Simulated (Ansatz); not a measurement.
## A series of single points on KCl

System: KCl (2 atoms in the cell).
Method: DFT PBE, scalar-relativistic, plane waves, PAW, no spin polarisation (Ansatz 0.2.0).

The 7 runs differ only in the geometry, by an even scaling of the cell at fixed fractional positions. The structure derives from an entry of the Crystallography Open Database.

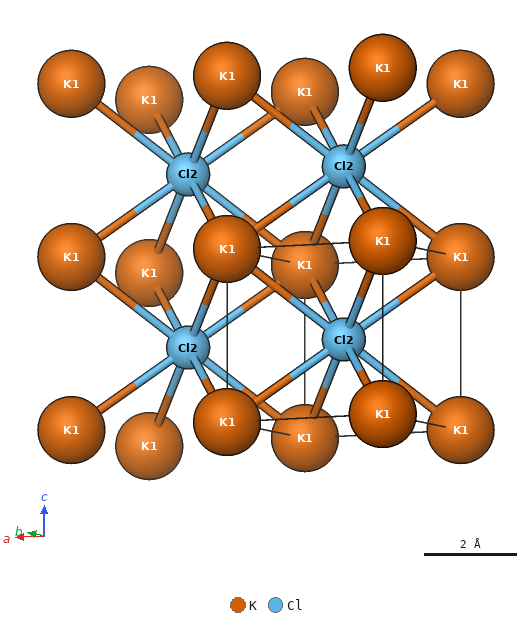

Figure 1. The structure of run 4 (ball-and-stick view of the cell of the calculation, repeated 2 × 1 × 2, seen at an oblique angle; atoms are numbered from 1 in the order of the input). An atom can appear more than once, as a periodic image.

**Input of run 4**
```yaml
crystal:
  lattice:
    - [3.8096815152, 0.0, 0.0]
    - [0.0, 3.8096815152, 0.0]
    - [0.0, 0.0, 3.8096815152]
  atoms:
    - { symbol: K, position: [0.0, 0.0, 0.0] }
    - { symbol: Cl, position: [0.5, 0.5, 0.5] }
basis:
  ecutwfc: 420
  ecutrho_ratio: 4
kpoints:
  mp_grid: { grid: [10, 10, 10] }
hamiltonian:
  xc: pbe
scf:
  occupations: { method: gaussian, width: 0.05 }
output:
  forces: true
  stress: true
  eigenvalues: true
```

Command:
```bash
ansatz run input.yaml --threads 2 --pin off --max-ram 2662MiB --backend cpu --events-out ev --progress --plain --runs-dir out
```

Lattice vectors (Å) and fractional positions of run 4:
```
   3.809682    0.000000    0.000000
   0.000000    3.809682    0.000000
   0.000000    0.000000    3.809682
K   0.000000  0.000000  0.000000
Cl  0.500000  0.500000  0.500000
```

Run 5 differs from it as follows:
```diff
-    - [3.8096815152, 0.0, 0.0]
-    - [0.0, 3.8096815152, 0.0]
-    - [0.0, 0.0, 3.8096815152]
+    - [3.8205405698, 0.0, 0.0]
+    - [0.0, 3.8205405698, 0.0]
+    - [0.0, 0.0, 3.8205405698]
```

**Results, with one run withheld**

| run | volume per atom (Å³) | free energy per atom, from the lowest run given (meV) | pressure (GPa) | gap on the mesh (eV) |
| --- | --- | --- | --- | --- |
| 1 | 24.235 | 43.83 | 4.09 | 5.53 |
| 2 | 24.896 | 28.94 | 3.15 | 5.39 |
| 3 | 27.082 | 2.86 | 0.84 | 4.99 |
| 4 | 27.646 | 0.69 | 0.40 | 4.90 |
| 5 | 27.883 | ? | ? | ? |
| 6 | 28.210 | 0.00 | 0.00 | 4.81 |
| 7 | 28.775 | 0.63 | −0.35 | 4.73 |

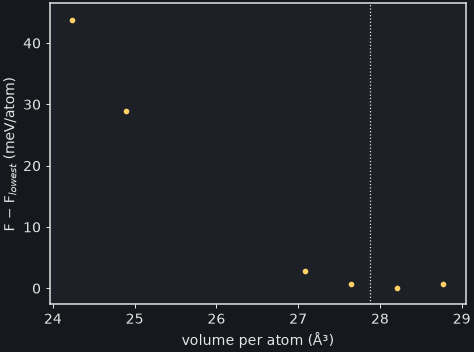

Figure 2. Free energy per atom of the runs given; the dotted line marks run 5.

Fit the runs given and predict run 5.

A cubic polynomial in V^(−2/3) (the Birch–Murnaghan form), fitted to the 6 runs given, misses them by under 0.01 meV per atom. With x = V^(−2/3) − 0.11189 Å⁻², it reads F = 5.1274 + 2591 x + 3.3166e+05 x² + 1.1029e+06 x³ (meV per atom). At run 5 it gives 0.23 meV per atom, and the run itself gives 0.23. The slope of the fit gives a pressure −dF/dV of 0.23 GPa there, and the run prints 0.23 GPa. The fit has its minimum at 28.212 Å³ per atom, where V d²F/dV² gives 18.7 GPa: the bulk modulus at this level, since symmetry fixes the shape and the positions. The gap on the mesh goes, without turning, from 5.53 eV in run 1 to 4.73 eV in run 7; run 5 has 4.86 eV. These are gaps of this functional on this mesh, which can miss the band edges; they aren't the measured gap.

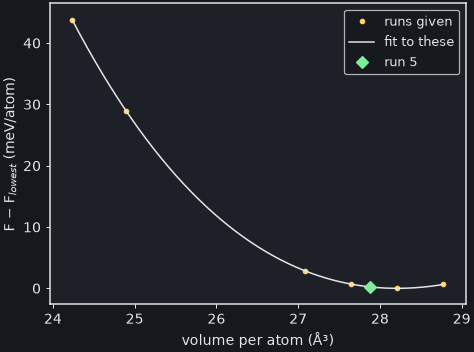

Figure 3. The fit and the withheld run.

**Output, shortened to warnings, some set-up lines, iterations and results (run 5)**
```
Basis set: ecut = 420 eV, 1045 PW (Γ), exchange–correlation on 54×54×54 points (8 copies of the dense FFT grid, shifted against one another)
Symmetry: 48 space group operations
k-points: 56 of 1000
Initial density: superposition of atomic densities (neutral atoms: chi_scale 0, normalization atom), corrected by the library's trained network
[...]
SCF iter   1: F=—  HF=-2621.069721 eV  |F-HF|=—  |Δ(HF+E_count)|=         —  Δρ=3.58e-4  dr2=1.12e-4  ethr=1.77e-3  ⟨swp⟩=6.6  Hψ=4345  notcnv=0
SCF iter   2: F=—  HF=-2621.069503 eV  |F-HF|=—  |Δ(HF+E_count)|=   2.18e-4  Δρ=1.47e-4  dr2=1.58e-5  ethr=6.99e-7  ⟨swp⟩=2.5  Hψ=1611  notcnv=0
SCF iter   3: F=—  HF=-2621.069513 eV  |F-HF|=—  |Δ(HF+E_count)|=   9.48e-6  Δρ=9.25e-5  dr2=6.13e-6  ethr=9.87e-8  ⟨swp⟩=2.0  Hψ=1064  notcnv=0
SCF iter   4: F=-2621.069511 eV  HF=-2621.069511 eV  |F-HF|=1.57e-7  |Δ(HF+E_count)|=   1.81e-6  Δρ=1.26e-5  dr2=4.83e-8  ethr=3.83e-8  ⟨swp⟩=2.0  Hψ=912  notcnv=0
SCF iter   5: F=-2621.069511 eV  HF=-2621.069511 eV  |F-HF|=1.51e-8  |Δ(HF+E_count)|=   1.65e-7  Δρ=3.59e-6  dr2=4.57e-9  ethr=3.02e-10  ⟨swp⟩=2.1  Hψ=1064  notcnv=0
SCF iter   6: F=-2621.069511 eV  HF=-2621.069511 eV  |F-HF|=5.78e-10  |Δ(HF+E_count)|=   1.63e-8  Δρ=7.30e-7  dr2=1.74e-10  ethr=2.85e-11  ⟨swp⟩=2.0  Hψ=2016  notcnv=0
SCF 1 converged in 6 iterations: F = -2621.069511 eV  dr2 = 1.74e-10
SCF converged after 6 iterations
Free energy (F): -2621.069511 eV
Harris-Foulkes:  -2621.069511 eV  (|F-HF|=5.78e-10)
Internal energy: -2621.069511 eV  (E = F + TS)
E sigma→0 (E₀):  -2621.069511 eV
Fermi energy:    4.680291 eV
--- Per-component energies (eV) ---
  E_band       = -118.626294
  E_kinetic    = 415.870381
  E_local      = -754.514900  (includes V_loc(G=0)·N_el)
  E_nonlocal   = 41.004730
  E_hartree    = 246.384318
  E_xc         = -243.180331
  E_vxc        = -288.055183  (∫ρ·V_xc dr)
  E_paw        = -1441.119456  (= ΣΔE_a)
  E_vpaw       = -25.700173  (= ΣTr[D̂ρ^β])
  E_aug_tail   = 0.000087  (compensation charges beyond the density's cutoff)
  E_ewald      = -885.514340
  E_smearing   = -0.000000  (= −TS)
  E_closure    = 0.000000  (closes the sum)
  Σ components = -2621.069511   (vs F -2621.069511, Δ=0.00e0)
--- Forces (eV/Å), atoms counted from 1 ---
  atom   1  K     -0.00000000     0.00000000    -0.00000000
  atom   2  Cl     0.00000000     0.00000000    -0.00000000
  max |Σ_I F_I| component: 6.57e-31 eV/Å
--- Stress (GPa, compression-positive) ---
        0.225171       0.000000       0.000000
        0.000000       0.225171       0.000000
        0.000000       0.000000       0.225171
  P = ⅓ Tr σ = 0.2252 GPa (2.252 kbar)
```
